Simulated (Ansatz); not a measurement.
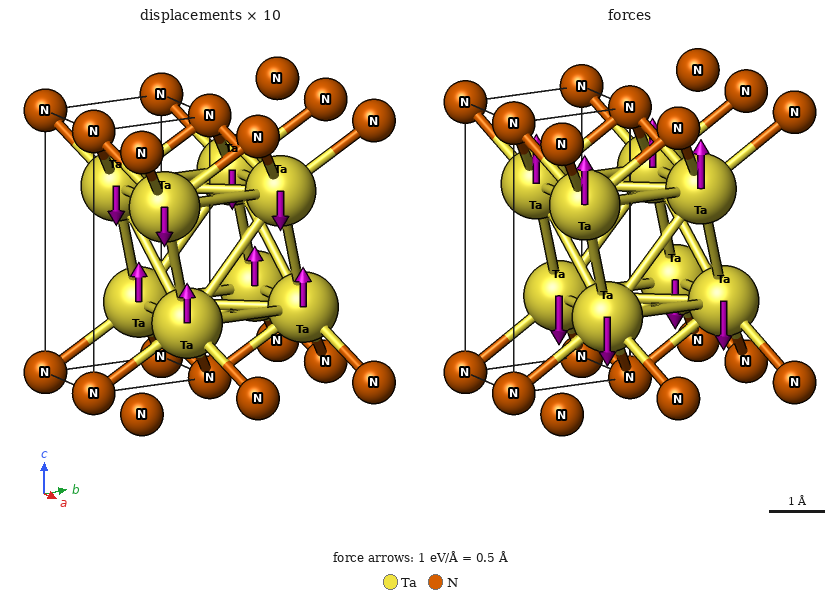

Left: a symmetric starting cell of Ta$_{2}$N, with purple arrows for the displacements applied to it (without the part that the change of the cell carries along). Right: the displaced structure with the computed forces. Besides, the cell is strained by +3.2 % along c and +0.2 % across it (volume +3.6 %). A ball-and-stick model of the cell of the calculation, repeated 2 × 2 × 1 with one cell outlined, seen slightly off an axis.

Computed with Ansatz, DFT PBE, scalar-relativistic, plane waves, PAW. (plane-wave cutoff 420 eV; k-point mesh 15 × 15 × 10; occupations gaussian; smearing width 0.1 eV; no spin polarisation)

Where do the forces point?

The Ta atoms are displaced by 0.08 Å relative to the cell. No relaxation follows. The starting cell wasn't computed here and needn't be at equilibrium, so pressure and forces aren't due to the change alone. Near-neighbour distances before and after: Ta–Ta 3.063 → 3.255 Å, N–Ta 2.184 → 2.254 Å, Ta–Ta 2.990 → 2.932 Å, Ta–Ta 3.113 → 3.119 Å. The space group stays P-3m1 (No. 164). The pressure is −11.7 GPa (not all of it need come from the change, since the unchanged cell can be under pressure at this level too). The principal stresses (compression positive) are −12.4 GPa along c and −11.3 GPa across it. The largest forces, 1.9 eV/Å, act on 2 Ta atoms of the calculation's cell. The forces point straight back along the displacements (cosine −1.00).
